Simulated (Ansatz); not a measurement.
## Cu: a changed input and its effect

System: Cu (Im-3m, 1 atom in the cell).
Method of the first run: DFT r2SCAN, scalar-relativistic, plane waves, PAW, no spin polarisation (Ansatz 0.2.0).

The structure derives from an entry of the Crystallography Open Database. Text and figures count atoms from 1; the logs count them from 0 in places.

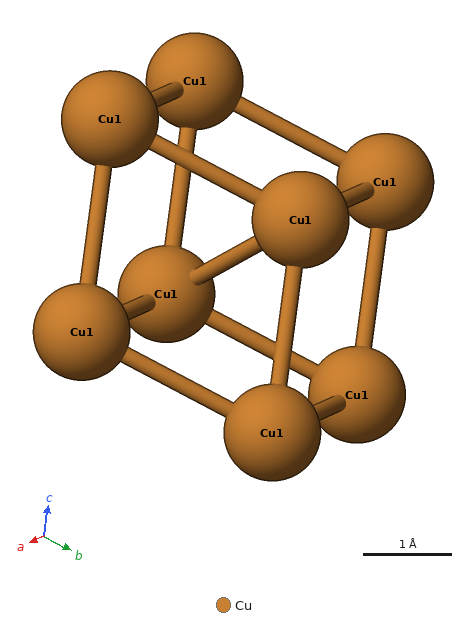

Fig. 1: The structure (ball-and-stick view of the reduced cell, seen slightly off an axis; atoms are numbered from 1 in the order of the input). An atom can appear more than once, as a periodic image. Near neighbours in the periodic cell (some may lie outside the picture): Cu has 8 Cu at 2.48 Å.

**Input file, the first run**
```yaml
crystal:
  lattice:
    - [0.0, 2.0289522891, 1.4344692684]
    - [2.0289522891, 0.0, 1.4344692684]
    - [2.0289522891, 2.0289522891, 0.0]
  atoms:
    - { symbol: Cu, position: [0.0, 0.0, 0.0] }
basis:
  ecutwfc: 500
kpoints:
  mp_grid: { grid: [24, 24, 24] }
hamiltonian:
  xc: r2scan
scf:
  occupations: { method: gaussian, width: 0.15 }
output:
  forces: true
  stress: true
  eigenvalues: true
```

Command:
```bash
ansatz run input.yaml --threads 1 --pin off --max-ram 2560MiB --backend cpu --events-out ev --progress --plain --runs-dir out
```

Hardware: 1 thread of Intel Xeon @ 2.50GHz (Skylake/Cascade Lake), 189 GiB of memory available, shared host.

**Output, shortened to warnings, some set-up lines, iterations and results (the first run)**
```
Basis set: ecut = 500 eV, 321 PW (Γ), exchange–correlation on 80×80×96 points (64 copies of the dense FFT grid, shifted against one another)
Symmetry: 16 space group operations
k-points: 1063 of 13824
Initial density: superposition of atomic densities (neutral atoms: chi_scale 0, normalization atom), corrected by the library's trained network
[...]
SCF iter   1: F=—  HF=-6631.217320 eV  |F-HF|=—  |Δ(HF+E_count)|=         —  Δρ=3.97e-2  dr2=1.02e-1  dr2_τ=8.14e-4  ethr=1.77e-3  ⟨swp⟩=5.0  Hψ=72782  notcnv=0
SCF iter   2: F=—  HF=-6631.230144 eV  |F-HF|=—  |Δ(HF+E_count)|=   1.28e-2  Δρ=4.03e-2  dr2=1.04e-1  dr2_τ=1.08e-3  ethr=5.39e-4  ⟨swp⟩=2.3  Hψ=33927  notcnv=0  defer=422
SCF iter   3: F=—  HF=-6631.198541 eV  |F-HF|=—  |Δ(HF+E_count)|=   3.16e-2  Δρ=2.64e-3  dr2=4.66e-4  dr2_τ=4.95e-6  ethr=5.39e-4  ⟨swp⟩=2.2  Hψ=25002  notcnv=0  defer=422
SCF iter   4: F=—  HF=-6631.198489 eV  |F-HF|=—  |Δ(HF+E_count)|=   5.16e-5  Δρ=5.16e-4  dr2=2.51e-5  dr2_τ=7.56e-7  ethr=2.45e-6  ⟨swp⟩=2.8  Hψ=26032  notcnv=0  defer=422
SCF iter   5: F=—  HF=-6631.198492 eV  |F-HF|=—  |Δ(HF+E_count)|=   3.07e-6  Δρ=1.67e-4  dr2=1.71e-6  dr2_τ=4.79e-8  ethr=1.32e-7  ⟨swp⟩=1.7  Hψ=18649  notcnv=0  defer=422
SCF iter   6: F=-6631.198496 eV  HF=-6631.198496 eV  |F-HF|=3.92e-8  |Δ(HF+E_count)|=   3.42e-6  Δρ=2.64e-5  dr2=4.79e-8  dr2_τ=1.14e-9  ethr=5.26e-10  ⟨swp⟩=4.7  Hψ=70539  …
SCF 1 converged in 6 iterations: F = -6631.198496 eV  dr2 = 4.79e-8
SCF converged after 6 iterations
Free energy (F): -6631.198496 eV
Harris-Foulkes:  -6631.198496 eV  (|F-HF|=3.92e-8)
Internal energy: -6631.193960 eV  (E = F + TS)
E sigma→0 (E₀):  -6631.196228 eV
Entropy (-TS):   -0.004536 eV (-4.536 meV/atom)
Fermi energy:    16.555403 eV
--- Per-component energies (eV) ---
  E_band       = -386.284333
  E_kinetic    = 299.606845
  E_local      = -4060.668461  (includes V_loc(G=0)·N_el)
  E_nonlocal   = 395.874374
  E_hartree    = 1793.200364
  E_xc         = -83.612063
  E_vxc        = -124.376852  (∫ρ·V_xc dr)
  E_paw        = -1678.635641  (= ΣΔE_a)
  E_vpaw       = -492.085468  (= ΣTr[D̂ρ^β])
  E_aug_tail   = 0.000158  (compensation charges beyond the density's cutoff)
  E_vtau       = 8.945639  (kinetic-family band-sum trace: ∫τ·v_τ [+ j·A + Jᵃ·Aᵃ] dr)
  E_ewald      = -3296.658430
  E_core_change = -0.301108  (= ΣΔE_core)
  E_smearing   = -0.004536  (= −TS)
  E_closure    = 0.000000  (closes the sum)
  Σ components = -6631.198496   (vs F -6631.198496, Δ=0.00e0)
--- Forces (eV/Å), atoms counted from 1 ---
  atom   1  Cu    -0.00000000     0.00000000     0.00000000
  max |Σ_I F_I| component: 1.97e-31 eV/Å
--- Stress (GPa, compression-positive) ---
       -4.321915       0.000000       0.000000
        0.000000      -4.321915      -0.000000
        0.000000       0.000000      -4.322727
  P = ⅓ Tr σ = -4.3222 GPa (-43.222 kbar)
```

For the second run the input was changed thus:
```diff
-    - [0.0, 2.0289522891, 1.4344692684]
-    - [2.0289522891, 0.0, 1.4344692684]
-    - [2.0289522891, 2.0289522891, 0.0]
+    - [0.0, 2.0866063294, 1.3562941141]
+    - [2.0866063294, 0.0, 1.3562941141]
+    - [2.0866063294, 2.0866063294, 0.0]
```

How does the second run compare with the first run?

With the same functional and potentials, the second run lies 0.21 meV per atom higher. The pressure goes from −4.32 to −4.12 GPa. The number of SCF iterations is the same. The plane waves at Γ go from 321 to 313.

**Output, shortened to warnings, some set-up lines, iterations and results (the second run)**
```
Basis set: ecut = 500 eV, 313 PW (Γ), exchange–correlation on 80×80×96 points (64 copies of the dense FFT grid, shifted against one another)
Symmetry: 16 space group operations
k-points: 1063 of 13824
Initial density: superposition of atomic densities (neutral atoms: chi_scale 0, normalization atom), corrected by the library's trained network
[...]
SCF iter   1: F=—  HF=-6631.217343 eV  |F-HF|=—  |Δ(HF+E_count)|=         —  Δρ=4.01e-2  dr2=1.04e-1  dr2_τ=8.21e-4  ethr=1.77e-3  ⟨swp⟩=5.0  Hψ=73284  notcnv=0
SCF iter   2: F=—  HF=-6631.230580 eV  |F-HF|=—  |Δ(HF+E_count)|=   1.32e-2  Δρ=4.08e-2  dr2=1.07e-1  dr2_τ=1.10e-3  ethr=5.48e-4  ⟨swp⟩=2.2  Hψ=33715  notcnv=0  defer=423
SCF iter   3: F=—  HF=-6631.198340 eV  |F-HF|=—  |Δ(HF+E_count)|=   3.22e-2  Δρ=2.53e-3  dr2=4.37e-4  dr2_τ=4.80e-6  ethr=5.48e-4  ⟨swp⟩=2.2  Hψ=25074  notcnv=0  defer=423
SCF iter   4: F=—  HF=-6631.198285 eV  |F-HF|=—  |Δ(HF+E_count)|=   5.48e-5  Δρ=6.82e-4  dr2=4.18e-5  dr2_τ=9.86e-7  ethr=2.30e-6  ⟨swp⟩=2.7  Hψ=26520  notcnv=0  defer=422
SCF iter   5: F=—  HF=-6631.198284 eV  |F-HF|=—  |Δ(HF+E_count)|=   5.82e-7  Δρ=1.61e-4  dr2=1.88e-6  dr2_τ=3.87e-8  ethr=2.20e-7  ⟨swp⟩=1.5  Hψ=16940  notcnv=0  defer=422
SCF iter   6: F=-6631.198287 eV  HF=-6631.198287 eV  |F-HF|=3.91e-8  |Δ(HF+E_count)|=   3.23e-6  Δρ=2.49e-5  dr2=4.19e-8  dr2_τ=1.12e-9  ethr=5.26e-10  ⟨swp⟩=4.7  Hψ=70075  …
SCF 1 converged in 6 iterations: F = -6631.198287 eV  dr2 = 4.19e-8
SCF converged after 6 iterations
Free energy (F): -6631.198287 eV
Harris-Foulkes:  -6631.198287 eV  (|F-HF|=3.91e-8)
Internal energy: -6631.193938 eV  (E = F + TS)
E sigma→0 (E₀):  -6631.196113 eV
Entropy (-TS):   -0.004349 eV (-4.349 meV/atom)
Fermi energy:    16.564361 eV
--- Per-component energies (eV) ---
  E_band       = -386.262686
  E_kinetic    = 299.637041
  E_local      = -4061.982639  (includes V_loc(G=0)·N_el)
  E_nonlocal   = 395.872830
  E_hartree    = 1793.860066
  E_xc         = -83.618863
  E_vxc        = -124.389350  (∫ρ·V_xc dr)
  E_paw        = -1678.636910  (= ΣΔE_a)
  E_vpaw       = -492.086504  (= ΣTr[D̂ρ^β])
  E_aug_tail   = 0.000156  (compensation charges beyond the density's cutoff)
  E_vtau       = 8.948202  (kinetic-family band-sum trace: ∫τ·v_τ [+ j·A + Jᵃ·Aᵃ] dr)
  E_ewald      = -3296.024512
  E_core_change = -0.301108  (= ΣΔE_core)
  E_smearing   = -0.004349  (= −TS)
  E_closure    = 0.000000  (closes the sum)
  Σ components = -6631.198287   (vs F -6631.198287, Δ=0.00e0)
--- Forces (eV/Å), atoms counted from 1 ---
  atom   1  Cu    -0.00000000    -0.00000000     0.00000000
  max |Σ_I F_I| component: 9.86e-32 eV/Å
--- Stress (GPa, compression-positive) ---
       -4.326090       0.000000       0.000000
        0.000000      -4.326090       0.000000
        0.000000      -0.000000      -3.703461
  P = ⅓ Tr σ = -4.1185 GPa (-41.185 kbar)
```

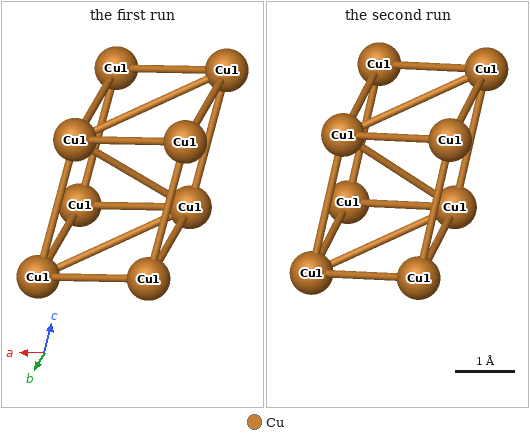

Fig. 2: The two input geometries at one scale (ball-and-stick view of the reduced cell, seen at an oblique angle). No atom moves by more than 0.005 Å relative to the cell. The drawn cell changes at constant volume: a = b = c 2.485 → 2.489 Å (+0.2 %), α 109.5° → 107.3°, β 109.5° → 107.3°, γ 109.5° → 114.0°. Among the contacts that change: Cu1–Cu1 2.869 → 2.713 Å.

**The two runs side by side**

| quantity | the first run | the second run |
| --- | --- | --- |
| outcome | converged | converged |
| free energy per atom (eV) | −6631.1985 | −6631.1983 |
| energy per atom, smearing taken to zero (eV) | −6631.1962 | −6631.1961 |
| gap on the mesh (eV) | 0.00 | 0.00 |
| pressure (GPa) | −4.32 | −4.12 |
| largest force (eV/Å) | 0.000 | 0.000 |
| SCF iterations | 6 | 6 |
| irreducible k-points | 1063 | 1063 |
| plane waves at Γ | 321 | 313 |
| wall time (shared host) | 43 s | 45 s |
